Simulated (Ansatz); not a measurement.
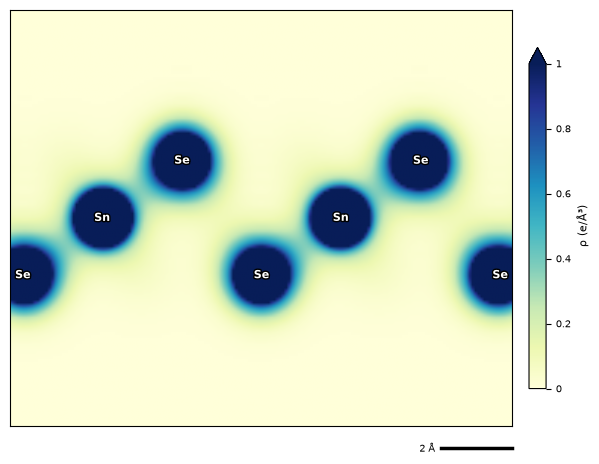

Figure. SnSe$_{2}$ (slab). Valence electron density on the (110) plane of the calculation cell, a cut from vacuum to vacuum.

Level of theory: DFT PBE+D3(BJ), scalar-relativistic, plane waves, PAW (Ansatz 0.2.0).

The density is the valence pseudo-density of a PAW calculation; it isn't the true density close to the nuclei.

```cif
data_structure
_symmetry_space_group_name_H-M 'P 1'
_symmetry_Int_Tables_number 1
_cell_length_a 7.6781
_cell_length_b 7.6781
_cell_length_c 23.5591
_cell_angle_alpha 90.000
_cell_angle_beta 90.000
_cell_angle_gamma 120.000
_cell_volume 1202.81
loop_
_atom_site_label
_atom_site_type_symbol
_atom_site_fract_x
_atom_site_fract_y
_atom_site_fract_z
_atom_site_occupancy
Se1 Se 0.33333 0.16667 0.33957 1
Se2 Se 0.33333 0.66667 0.33957 1
Se3 Se 0.83333 0.16667 0.33957 1
Se4 Se 0.83333 0.66667 0.33957 1
Sn1 Sn 0.99988 0.99971 0.40727 1
Sn2 Sn 0.99992 0.50006 0.40717 1
Sn3 Sn 0.49998 0.99997 0.40735 1
Sn4 Sn 0.50010 0.50007 0.40737 1
Se5 Se 0.16590 0.33328 0.47472 1
Se6 Se 0.16634 0.83285 0.47508 1
Se7 Se 0.66712 0.33333 0.47495 1
Se8 Se 0.66670 0.83348 0.47511 1
```

What do the fields say about this system?

The section cuts through Se and Sn sites.
Sn–Se (2.73 Å): ρ is about 0.38 e/Å³ halfway.
The density dies away to nearly zero in the vacuum.
